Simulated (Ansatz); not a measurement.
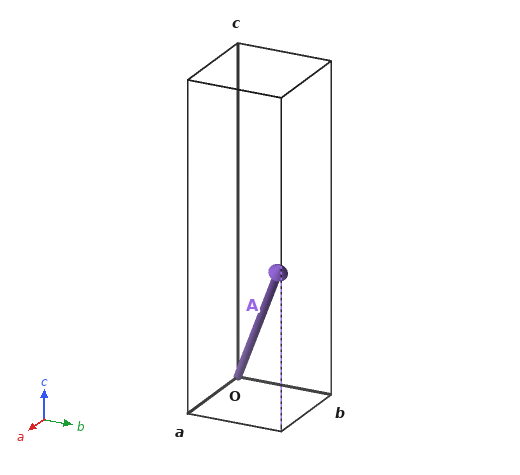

Crystal: Rb, coordinates from a relaxation with DFT r2SCAN, scalar-relativistic, plane waves, PAW in Ansatz. The arrow starts at a corner of the unit cell and ends on its surface; where a tip isn't a corner, dashed lines run from it parallel to the axes. All values are computed from the atomic coordinates in the standard setting (tolerance 0.002 Å).

a = 4.983 Å, b = 4.748 Å, c = 16.276 Å, α = 90.00°, β = 90.00°, γ = 90.00°.

Q: Give [uvw] of the arrow.

A: Arrow A runs from (0, 0, 0) to (1, 1, 1/2), so [2 2 1].

Q: How long is the vector ua + vb + wc?

A: 21.316 Å.
